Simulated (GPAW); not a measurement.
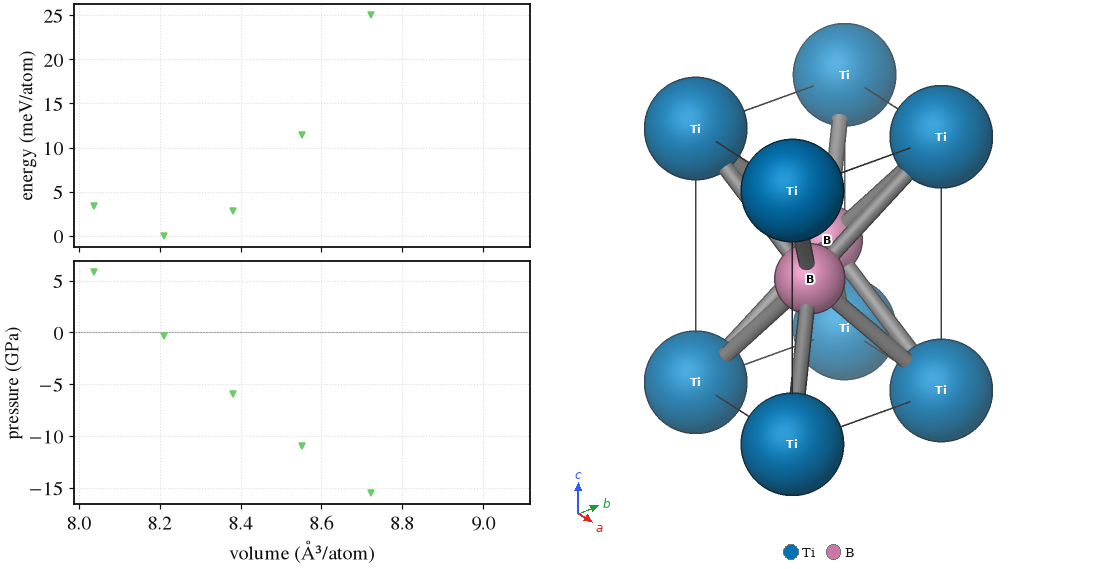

The figure shows the energy and pressure against volume for TiB₂, space group P6/mmm (No. 191). The conventional cell is drawn beside the plot.

Cell as given: a = 3.029 Å, b = 3.029 Å, c = 3.228 Å, α = 90.00°, β = 90.00°, γ = 120.00°; 3 atoms.

Computed with GPAW 26.7.0: PAW DFT in plane waves, on a grid or in atomic orbitals, no spin polarisation; energies at scaled volumes of the given cell, shape and fractions fixed, counted from the fit's minimum, third-order Birch-Murnaghan fit. Level: LDA.

```
         setting                                 value
          k mesh                                 8×8×7
     occupations                           Fermi–Dirac
  smearing width                               0.05 eV
      potentials  GPAW PAW data sets (gpaw data 1.2.1)
     wave cutoff                                800 eV
program settings                              basis pw
```

The points at volume 8.8938 Å³/atom and 9.0648 Å³/atom are left out of the plot. What values does the calculation give there?

```json
{"volume (Å³/atom)": "8.8938", "energy (meV/atom)": "43.24", "pressure (GPa)": "-19.61"}
{"volume (Å³/atom)": "9.0648", "energy (meV/atom)": "65.68", "pressure (GPa)": "-23.32"}
```

Caveats: shape and atomic fractions are frozen while scaling, which makes layered, chain and framework solids too stiff.
